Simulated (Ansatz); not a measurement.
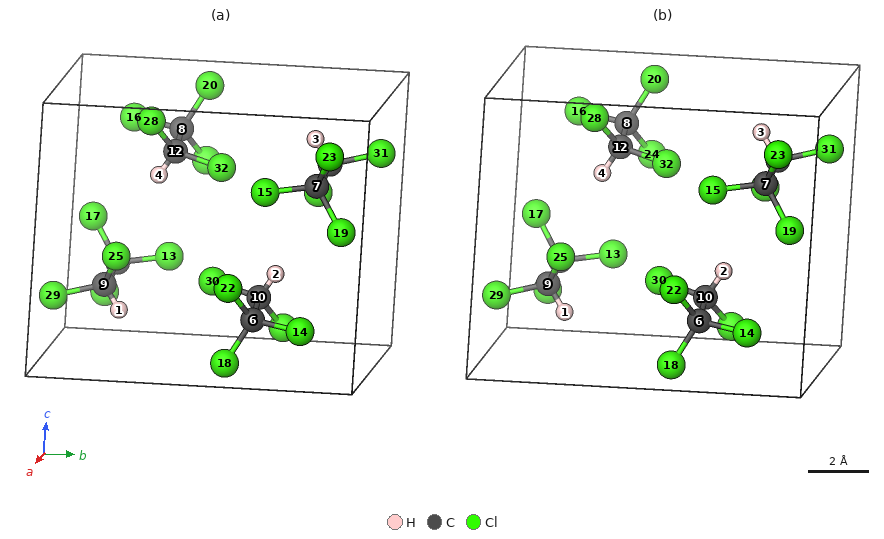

The structure of crystalline HC$_{2}$Cl$_{5}$ (set up in P2_1/c) (coarse preliminary run) before (left) and after (right) a relaxation, at one scale.

Style: ball-and-stick. Shown: the cell of the calculation, slightly off an axis.

The calculation used Ansatz, DFT PBE+D3(BJ), scalar-relativistic, plane waves, PAW. Settings: plane-wave cutoff 420 eV; k-point mesh 4 × 2 × 2; occupations gaussian; smearing width 0.1 eV; no spin polarisation; cell and atoms relaxed; force threshold 0.05 eV/Å; at most 70 steps.

Describe what moved and what it gained.

After 5 accepted moves (8 points after the start) the energy has fallen by 46.6 meV per atom. Largest force component: 4.3 eV/Å at the start, 0.023 eV/Å at the end. The pressure goes from 3.75 to 0.12 GPa. The line search rejected the trial step at point 6 of the run. The SCF was repeated twice at an unchanged geometry on a basis and grid sized afresh for the cell, which shifted the energy by 1.1 meV per atom at most. The largest moves relative to the cell, 0.16 Å, are those of H atoms. Largest moves by element: H 0.16 Å, Cl 0.08 Å, C 0.07 Å. Cell: a 6.379 → 6.550 Å (+2.7 %), b 11.220 → 11.486 Å (+2.4 %), c 9.213 → 9.476 Å (+2.8 %), β 108.3° → 109.0°. Volume +7.6 %. Among the contacts that change: C–H 0.981 → 1.095 Å, C–C 1.612 → 1.551 Å, C–Cl 1.749 → 1.786 Å, C–Cl 1.758 → 1.774 Å. Among the angles between lasting bonds that change: C–C–Cl 108.3° → 111.5°. The space group stays P2_1/c (No. 14).
